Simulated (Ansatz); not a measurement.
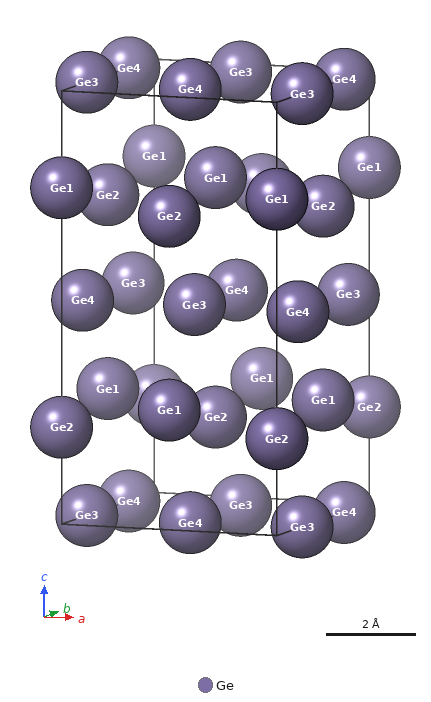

*The structure as given in the input (spheres-only view of the cell 4 times as large as that of the calculation, set on its symmetry axes, seen slightly off an axis; atoms are numbered from 1 in the order of the input). An atom can appear more than once, as a periodic image.*

## Run report: Ge, single-point calculation

The run: single-point calculation of Ge (Fmmm, 4 atoms in the cell). Method and program: DFT PBEsol, scalar-relativistic, plane waves, PAW, no spin polarisation (Ansatz 0.2.0).

The structure derives from a Materials Project entry. Figures and captions count atoms from 1; the log counts them from 0 in places.

The program's output:
```
Engine: ansatz 0.2.0, x86_64-unknown-linux-gnu
Pseudopotentials: kind: paw
Pseudopotential: Ge, paw, valence charge 14, recommended cutoff 420 eV (normal), Ge.paw.azcp
Functional definition: PBEsol
  exchange = pbesol_x
  correlation = pbesol_c
Crystal: 4 atoms, lattice volume = 73.530 Å³
Basis set: ecut = 420 eV, 1449 PW (Γ), exchange–correlation on 80×80×54 points (8 copies of the dense FFT grid, shifted against one another)
Bands: 34, of which v1, the nominal top of the filled ones, is band 28 counted from 1 (27 counted from 0)
Symmetry: 8 space group operations
Space group: Fmmm (ITA 69), of the structure as read, at distance tolerance 4.2e-5 Å
k-points: 428 of 2744
Non-local potential: Ge, projectors of the file, l = 0: 2, l = 1: 2, l = 2: 3, l = 3: 1
PAW form: soft (Blöchl's): semilocal exchange-correlation on the pseudo side does not see the compensation charge
PAW frozen core: Ge, regenerated for the run's functional, and the local potential with it (the file was generated under x = pbe(κ = 0.804, μ = 0.2195149727645171), c = pbe(β = 0.06672455060314922))
PAW one-centre angular grid: Ge, 590 points (default); XC on 64 Gauss nodes
Initial density: superposition of atomic densities (neutral atoms: chi_scale 0, normalization atom), corrected by the library's trained network
Initial wavefunctions: pseudopotential atomic-orbital guess
Functional: x = pbesol(κ = 0.804, μ = 0.12345679012345678), c = pbesol(β = 0.046)
SCF iter   1: F=—  HF=-17013.304882 eV  |F-HF|=—  |Δ(HF+E_count)|=         —  Δρ=2.17e-3  dr2=2.05e-3  ethr=1.77e-3  ⟨swp⟩=5.4  Hψ=53470  notcnv=0  defer=8
preconditioner: auto → Kerker (q_TF=auto, 2.607 Å⁻¹)  [metal: Δε(μ)=0.004 eV  Ē_g=22.534 eV  σ=0.150 eV  W_gap=0.01  n_scr=28 (ndim 8)  ℏωp=32.4 eV  f_vac=0.000  D(μ)=1.51/eV (n_scr^D=10)]
SCF iter   2: F=—  HF=-17013.302187 eV  |F-HF|=—  |Δ(HF+E_count)|=   2.70e-3  Δρ=1.08e-3  dr2=6.21e-4  ethr=3.67e-6  ⟨swp⟩=2.0  Hψ=27791  notcnv=0  defer=10
SCF iter   3: F=—  HF=-17013.302193 eV  |F-HF|=—  |Δ(HF+E_count)|=   6.22e-6  Δρ=5.79e-4  dr2=2.13e-4  ethr=1.11e-6  ⟨swp⟩=1.0  Hψ=14053  notcnv=0  defer=10
SCF iter   4: F=—  HF=-17013.302180 eV  |F-HF|=—  |Δ(HF+E_count)|=   1.35e-5  Δρ=8.29e-5  dr2=4.69e-6  ethr=3.80e-7  ⟨swp⟩=2.2  Hψ=16129  notcnv=0  defer=10
SCF iter   5: F=—  HF=-17013.302171 eV  |F-HF|=—  |Δ(HF+E_count)|=   8.43e-6  Δρ=3.62e-5  dr2=7.44e-7  ethr=8.38e-9  ⟨swp⟩=2.0  Hψ=26056  notcnv=0  defer=10
SCF iter   6: F=-17013.302170 eV  HF=-17013.302170 eV  |F-HF|=2.76e-10  |Δ(HF+E_count)|=   9.36e-7  Δρ=9.47e-6  dr2=4.89e-8  ethr=1.79e-10  ⟨swp⟩=8.6  Hψ=91245  notcnv=0
SCF 1 converged in 6 iterations: F = -17013.302170 eV  dr2 = 4.89e-8
  greatest PAW one-centre occupation: 0.998 electrons in one spin orbital (limit 2), on the Ge atom at site 1 (counted from 0), in its partial waves of l = 2
```

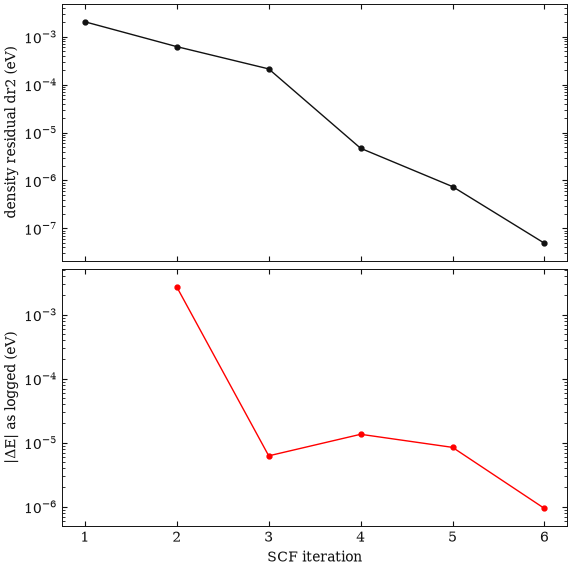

*Convergence of the self-consistent field: density residual dr2 and size of the energy change against the SCF iteration.*

The residual falls at every step.

```
SCF converged after 6 iterations
Free energy (F): -17013.302170 eV
Harris-Foulkes:  -17013.302170 eV  (|F-HF|=2.76e-10)
Internal energy: -17013.285172 eV  (E = F + TS)
E sigma→0 (E₀):  -17013.293671 eV
Entropy (-TS):   -0.016998 eV (-4.250 meV/atom)
Fermi energy:    11.164282 eV
--- Per-component energies (eV) ---
  E_band       = -444.685584
  E_kinetic    = 444.904977
  E_local      = -8562.271012  (includes V_loc(G=0)·N_el)
  E_nonlocal   = 1672.557124
  E_hartree    = 3748.957230
  E_xc         = -301.196861
  E_vxc        = -260.390192  (∫ρ·V_xc dr)
  E_paw        = -7908.001226  (= ΣΔE_a)
  E_vpaw       = -1237.399304  (= ΣTr[D̂ρ^β])
  E_aug_tail   = 0.001228  (compensation charges beyond the density's cutoff)
  E_ewald      = -6111.908376
  E_core_change = 3.671745  (= ΣΔE_core)
  E_smearing   = -0.016998  (= −TS)
  E_closure    = -0.000000  (closes the sum)
  Σ components = -17013.302170   (vs F -17013.302170, Δ=0.00e0)
--- Forces (eV/Å), atoms counted from 1 ---
  atom   1  Ge     0.00000000     0.00000000    -0.00652002
  atom   2  Ge     0.00000000     0.00000000     0.00652002
  atom   3  Ge     0.00000000    -0.01137118     0.00000000
  atom   4  Ge     0.00000000     0.01137118     0.00000000
  max |Σ_I F_I| component: 1.73e-18 eV/Å
--- Stress (GPa, compression-positive) ---
       -0.201203       0.000000       0.000000
        0.000000       0.002142       0.000000
        0.000000       0.000000       0.261266
  P = ⅓ Tr σ = 0.0207 GPa (0.207 kbar)
--- Band table (eV; the first three rows and the last of 428) ---
  k-point 0: bands = ["-13.5814", "-13.5470", "-13.5002", "-13.4878", "-13.4872", "-13.4838", "-13.4804", "-13.4615", "-13.4406", "-13.4143", "-13.3987", "-13.3868", "-13.3446", "-13.3422", "-13.3282", "-13.3135", "-13.3113", "-13.3057", "-13.2622", "-13.2203", "-2.2221", "2.9040", "4.9842", "7.4528", "8.0035", "8.6350", "9.0046", "9.1478", "9.3664", "14.0744", "14.6385", "15.2474", "17.8823", "18.3967"]
  k-point 1: bands = ["-13.5781", "-13.5449", "-13.5000", "-13.4882", "-13.4858", "-13.4821", "-13.4796", "-13.4583", "-13.4394", "-13.4137", "-13.3975", "-13.3879", "-13.3454", "-13.3434", "-13.3296", "-13.3157", "-13.3123", "-13.3077", "-13.2642", "-13.2239", "-2.1640", "2.8732", "5.0850", "6.9115", "7.5134", "8.7705", "9.1619", "9.4765", "9.7371", "14.3292", "14.8755", "14.9053", "17.6932", "18.2109"]
  k-point 2: bands = ["-13.5682", "-13.5389", "-13.5008", "-13.4882", "-13.4805", "-13.4785", "-13.4764", "-13.4498", "-13.4360", "-13.4121", "-13.3940", "-13.3906", "-13.3479", "-13.3469", "-13.3338", "-13.3211", "-13.3158", "-13.3134", "-13.2699", "-13.2342", "-1.9896", "2.8119", "5.1945", "6.0411", "6.8432", "8.8689", "9.3415", "10.1414", "10.4429", "14.0918", "15.0157", "15.7156", "16.7432", "17.4368"]
  k-point 427: bands = ["-13.5665", "-13.5378", "-13.4872", "-13.4698", "-13.4698", "-13.4692", "-13.4653", "-13.4408", "-13.4259", "-13.4173", "-13.4170", "-13.3841", "-13.3669", "-13.3478", "-13.3468", "-13.3441", "-13.3359", "-13.3081", "-13.2738", "-13.2244", "-0.8672", "-0.5429", "6.3564", "6.5309", "8.9328", "9.0902", "11.4767", "11.9308", "12.4524", "12.5132", "13.3031", "13.8114", "16.2366", "16.7219"]
```

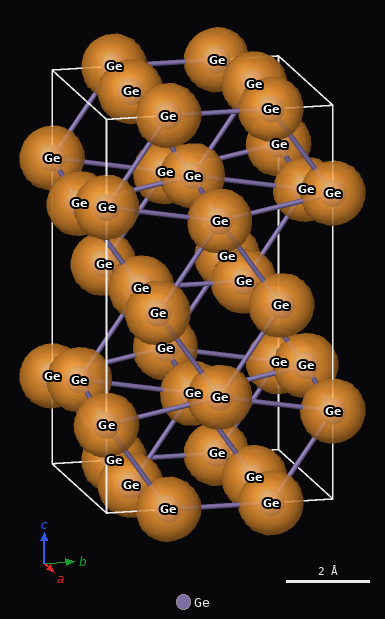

*Isosurface of the valence electron density at 0.8 e/Å³ (orange), seen slightly off an axis. Sticks mark near contacts. The outline is the cell set on symmetry axes.*

At this value the density breaks into separate islands; it holds about 70 % of the electrons treated as valence (semicore included). It is pinched off along the Ge–Ge (2.59 Å), Ge–Ge (2.66 Å) and Ge–Ge (2.90 Å) contacts. On the grid the lowest density along these lines, outside the cores, is 0.38 e/Å³ (Ge–Ge, 2.59 Å), 0.34 e/Å³ (Ge–Ge, 2.66 Å) and 0.22 e/Å³ (Ge–Ge, 2.90 Å). In a PAW calculation such maps are meaningful between the atoms, not at the nuclei.

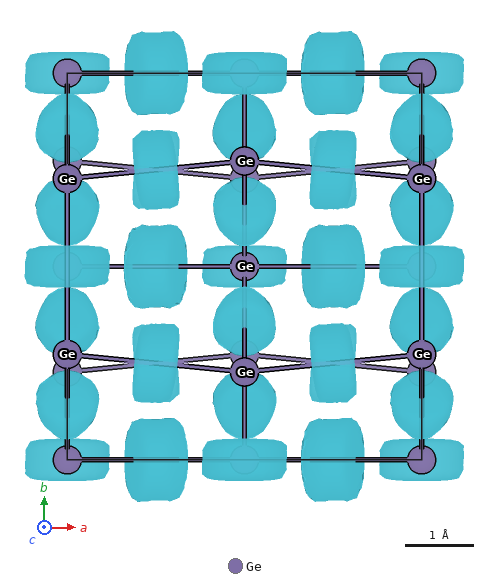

*Isosurface of the electron localisation function at 0.5 (cyan), seen along the c axis. Only the valence region is drawn (cores and ρ < 0.01 e/Å³ removed). Sticks mark near contacts. The outline is the cell set on symmetry axes.*

Along the contacts the grid gives the following. Ge–Ge (2.59 Å): the ELF peaks at about 0.65 between the atoms. Ge–Ge (2.66 Å): the ELF peaks at about 0.65 between the atoms.

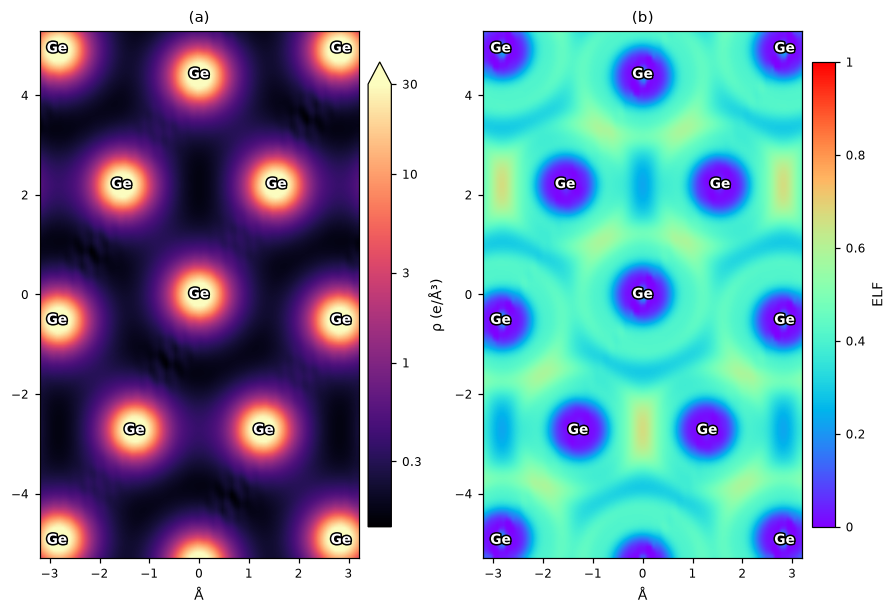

*(a) valence charge density (pseudo); (b) electron localisation function on the (100) plane of the conventional cell.*

Ge–Ge (2.59 Å): the density is about 0.38 e/Å³ at the midpoint; the ELF peaks at about 0.65 between the atoms. Away from the nuclei the density in this plane falls to 0.14 e/Å³ at its lowest.

The run was set up as follows.

The input:
```yaml
crystal:
  lattice:
    - [0.0, 2.851113337, 4.9366879316]
    - [2.6120665644, 0.0, 4.9366879316]
    - [2.6120665644, 2.851113337, 0.0]
  atoms:
    - { symbol: Ge, position: [0.776317317, 0.776317317, 0.223682683] }
    - { symbol: Ge, position: [0.223682683, 0.223682683, 0.776317317] }
    - { symbol: Ge, position: [0.2727382667, 0.7272617333, 0.2727382667] }
    - { symbol: Ge, position: [0.7272617333, 0.2727382667, 0.7272617333] }
basis:
  ecutwfc: 420
kpoints:
  mp_grid: { grid: [14, 14, 14] }
hamiltonian:
  xc: pbesol
scf:
  occupations: { method: gaussian, width: 0.15 }
output:
  forces: true
  stress: true
  eigenvalues: true
  write_density: true
  write_potential: true
  elf: true
  volumetric_format: npy
```

Command:
```bash
ansatz run input.yaml --threads 1 --pin off --max-ram 2560MiB --backend cpu --events-out ev --progress --plain --runs-dir out
```

Results in brief:

```tsv
quantity	value
outcome	converged
space group (tolerance 0.01 Å)	Fmmm (69)
electrons treated	56
free energy	−17013.3022 eV
Fermi energy	11.164 eV
gap on the k-point mesh	none (metallic)
pressure	0.02 GPa
largest force (length of the vector)	0.011 eV/Å
hardware	1 thread of Intel Xeon @ 2.50GHz (Skylake/Cascade Lake), 192 GiB of memory available, shared host
wall time	77 s
peak memory	0.95 GiB
```
